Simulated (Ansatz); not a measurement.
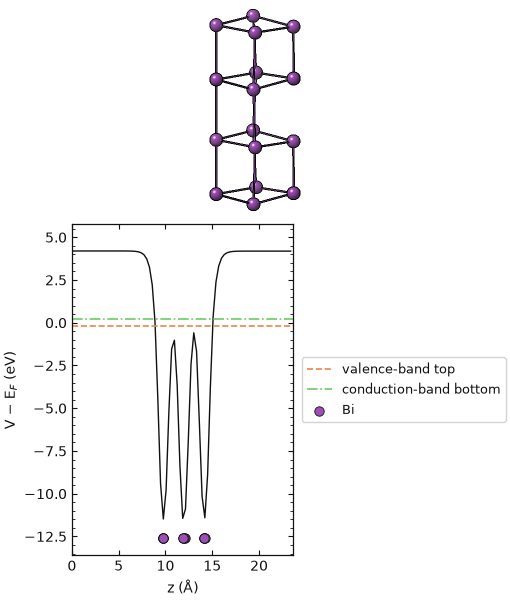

Plane-averaged electrostatic potential energy of an electron across the slab; circles at the bottom mark the heights of the atoms. The structure is drawn too.

Structure: a (110) slab cut from Bi (R-3m), 12 atoms in the cell, the slab at its places in the relaxed adsorbed structure; a = 9.37 Å, b = 6.52 Å, c = 23.68 Å, α = 90.00°, β = 90.00°, γ = 87.35°.

Ansatz 0.2.0; DFT PBE+D3(BJ), scalar-relativistic, plane waves, PAW, no spin polarisation, 2×3×1 k mesh, 420 eV cutoff, Gaussian smearing of 0.1 eV.

Q: What are the ionisation potential and the electron affinity of the slab?

A: From the vacuum level at the right face the ionisation potential is 4.41 eV and the electron affinity 3.98 eV; the left face gives the same. The slab's gap, their difference before rounding, is 0.43 eV. The two vacuum levels agree, so the slab has no net dipole along its normal.

Q: How thick are slab and vacuum?

A: The outermost atoms are 4.4 Å apart, which leaves 19.3 Å of vacuum in a cell 23.7 Å high.

The atoms aren't at rest in this cell (largest force 0.4 eV/Å), so the relaxed material can differ. Spin-orbit coupling is left out, which matters for Bi.
